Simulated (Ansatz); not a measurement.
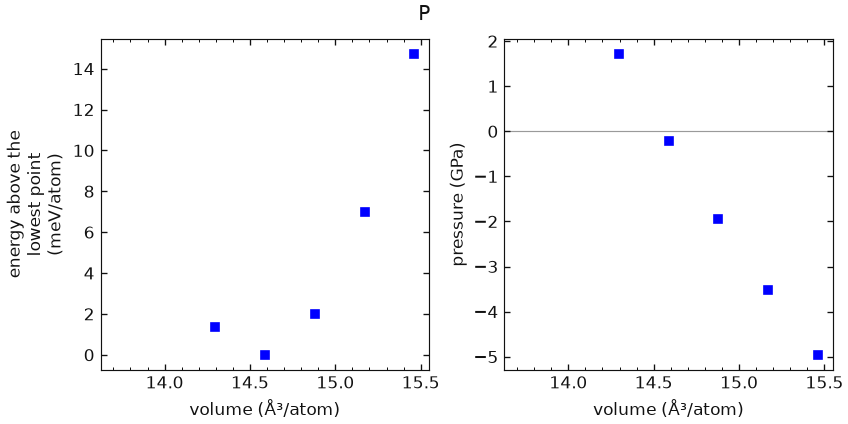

The figure shows the energy above the lowest point and pressure against volume for P, space group Fm-3m (No. 225) (one of a set of cubic test structures, which need not be the stable phase).

Method: equation of state of a cubic crystal from periodic Kohn-Sham density functional theory without spin, third-order Birch-Murnaghan fit to the free energies; pressure corrected for the finite basis (Ansatz 0.2.0 development build). Level: PBE.

structure type fcc; atoms in cell 1; space group number 225; lattice centring face-centred primitive; k mesh 48×48×48; occupation method Fermi–Dirac; occupation width 0.06123 eV; wave cutoff 420 eV; datasets soft-1 PAW; density tolerance 1e−07 eV; bands 7; density cutoff ratio 4; search for lower states default.

The points at volume 13.71 Å³/atom and 14.00 Å³/atom are left out of the plot. What values does the calculation give there?

```csv
volume (Å³/atom),energy above the lowest point (meV/atom),pressure (GPa)
13.71,15.5,6.2
14.00,6.4,3.8
```

Limits of the calculation: cubic model structure, not the ambient form.
